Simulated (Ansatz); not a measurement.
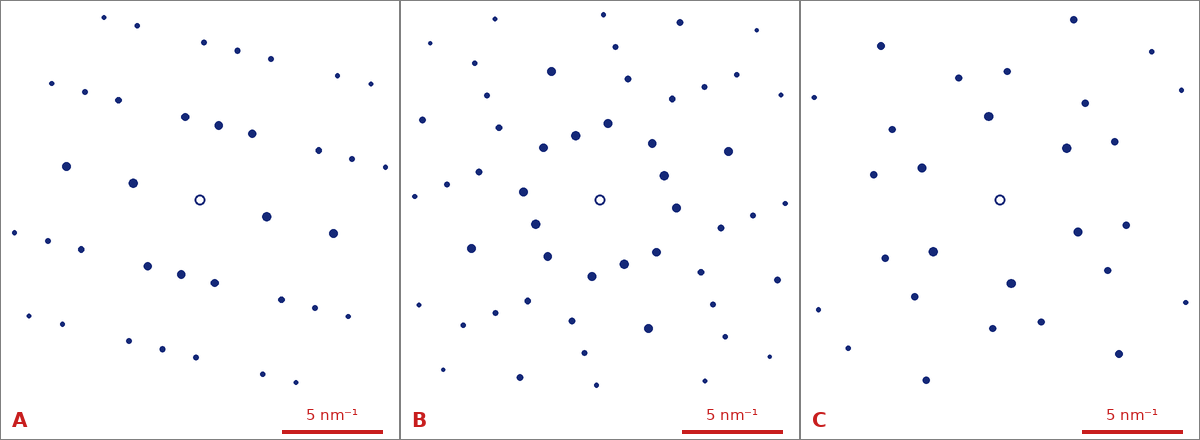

Kinematic zone-axis patterns, calculated for 120 keV electrons with B = 0.5 Å².

All three come from Sc, space group Pm-3n (No. 223), a = 5.813 Å. Structure: the input geometry of an electronic-structure calculation (not necessarily at equilibrium); the starting structure was generated, so it need not be a known form of this composition.

```tsv
atom	site	symmetry	x	y	z
Sc	2a	m-3.	0.0000	0.0000	0.0000
Sc	6c	-4m.2	0.2500	0.0000	0.5000
```

### Assign the zone axes [001], [111], [210] to A, B and C.

A is [210]: rectangular net of 0 0 1 (itself extinct) at d = 5.81 Å and 1 -2 0 at d = 2.60 Å, at 90.0°. B is [001]: square net of 1 0 0 (itself extinct) at d = 5.81 Å and 0 1 0 (itself extinct) at d = 5.81 Å, at 90.0°. C is [111]: hexagonal net of -1 1 0 (itself too weak to see) at d = 4.11 Å and -1 0 1 (itself too weak to see) at d = 4.11 Å, at 60.0°.
